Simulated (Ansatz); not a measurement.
System: Si$_{4}$W.

Input

```
crystal:
  lattice:
    - [3.1521763663, -3.7830886145, 0.0]
    - [3.1521763663, 3.7830886145, 0.0]
    - [0.0, 0.0, 6.237816009]
  atoms:
    - { symbol: Si, position: [0.5039344462, 0.7612566387, 0.1405589151] }
    - { symbol: Si, position: [0.4960655538, 0.2387433613, 0.1405589151] }
    - { symbol: Si, position: [0.2387433613, 0.4960655538, 0.8594410849] }
    - { symbol: Si, position: [0.7612566387, 0.5039344462, 0.8594410849] }
    - { symbol: Si, position: [0.0039344462, 0.2612566387, 0.3594410849] }
    - { symbol: Si, position: [0.7387433613, 0.9960655538, 0.6405589151] }
    - { symbol: Si, position: [0.9960655538, 0.7387433613, 0.3594410849] }
    - { symbol: Si, position: [0.2612566387, 0.0039344462, 0.6405589151] }
    - { symbol: W, position: [0.0, 0.0, 0.0] }
    - { symbol: W, position: [0.5, 0.5, 0.5] }
basis:
  ecutwfc: 420
kpoints:
  mp_grid: { grid: [6, 6, 6] }
  band_path:
    path:
      - [[0.0, 0.0, 0.0], [-0.5, 0.5, 0.0], [-0.42356734, 0.57643266, 0.0]]
      - [[0.42356734, 0.42356734, 0.0], [0.0, 0.0, 0.0], [0.0, 0.0, 0.5], [0.42356734, 0.42356734, 0.5]]
      - [[-0.42356734, 0.57643266, 0.5], [-0.5, 0.5, 0.5], [-0.5, 0.5, 0.0]]
      - [[0.0, 0.0, 0.0], [0.0, 0.5, 0.0], [0.0, 0.5, 0.5], [0.0, 0.0, 0.5], [-0.5, 0.5, 0.5]]
    npoints: 14
hamiltonian:
  xc: pbe
scf:
  occupations: { method: gaussian, width: 0.1 }
  n_extra_bands: 25
output:
  forces: true
  stress: true
  eigenvalues: true
  populations: true
  dos: { projected: true, de: 0.02, nscf_kmesh: { grid: [8, 8, 8] } }
  bader: true
  write_density: true
  write_potential: true
  elf: true
  volumetric_format: npy
```

Launched as:

```sh
ansatz run input.yaml --threads 1 --pin off --max-ram 2560MiB --backend cpu --events-out ev --progress --plain --runs-dir out
```

Below, planes, directions and counts refer to the conventional cell (a = 6.30 Å, b = 7.57 Å, c = 6.24 Å, α = 90.00°, β = 90.00°, γ = 90.00°).

Space group Ccce; a generated structure, not necessarily the stable one.

Theory: Ansatz 0.2.0, DFT PBE, scalar-relativistic, plane waves, PAW.

What can the converged valence pseudo-density and electron localisation function tell about the bonding?

Si–Si (2.62 Å): the density is about 0.33 e/Å³ at the midpoint; the ELF peaks at about 0.60 between the atoms.
Si–W (2.66 Å): ρ is about 0.4 e/Å³ halfway; the ELF peaks at about 0.80 in the valence shell of Si, 0.9 Å from its nucleus, and is about 0.50 at the midpoint.
Bader's partition of the density gives Si −0.07 and W +0.28 e.

Which way does charge flow, and how much by Bader's partition?

Electrons move from W towards Si. Bader charges: Si −0.07 and W +0.28 e.

Does the calculation make it a metal, or give it a gap?

It is gapless in this calculation (a metal or semimetal).

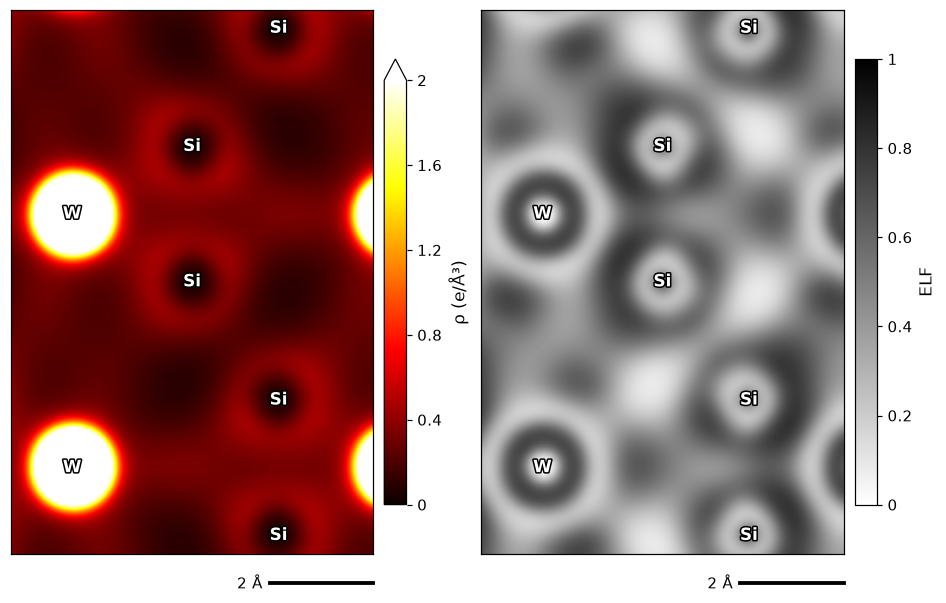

Computed valence pseudo-density and electron localisation function on the (011) plane of the conventional cell, in this order. 
